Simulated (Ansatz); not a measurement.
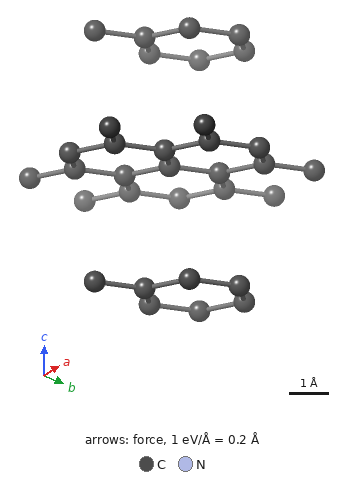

Starting geometry of a slab of composition C$_{10}$N (cut from the Fmmm phase) with the computed forces as red arrows. The picture is a ball-and-stick view of the atoms within 4.2 Å of the atom that moves most (axes of the 3 × 3 repeat of the cell, outlined in the plane, without the vacuum), seen from a free direction.

Case: N put at a bridge C-C site. The slab is the (0 0 1) face of C with N on it. 4 atoms are held fixed.

Level of theory: Ansatz, DFT PBE+D3(BJ), scalar-relativistic, plane waves, PAW. Set-up: plane-wave cutoff 420 eV; k-point mesh 12 × 12 × 1; occupations gaussian; smearing width 0.1 eV; no spin polarisation; dipole correction; atoms relaxed in a fixed cell; force threshold 0.03 eV/Å; at most 70 steps.

What follows when this structure is relaxed?

It isn't relaxed: the largest force vector, on the N atom, is 4.05 eV/Å. The final displacements follow the starting forces only in part (cosine between the two patterns 0.43). The largest moves, 0.60 Å, are those of C atoms. Largest moves by element: C 0.60 Å, N 0.54 Å. The lattice vectors keep their values. Over 16 accepted moves (19 points after the start) the energy falls by 1.200 eV per cell of the calculation. The largest force component goes from 3.5 to 0.017 eV/Å. The line search rejected the trial step at point 4 of the run. 2 steps only repeated the SCF at the same geometry. The forces were under the threshold at step 7, but the run went on from there. The run may lie on a higher electronic state than the lowest, so the end point isn't shown to be the ground-state structure. Cost: 12 min on 1 thread of Intel(R) Xeon(R) Platinum 8488C (Sapphire Rapids), with other jobs on the host, peak memory 0.73 GiB.

Limits of the set-up: the cell has an odd number of electrons but was run without spin polarisation; the periodic images lie only 2.5 Å apart, so the values are limited by the cell's size.
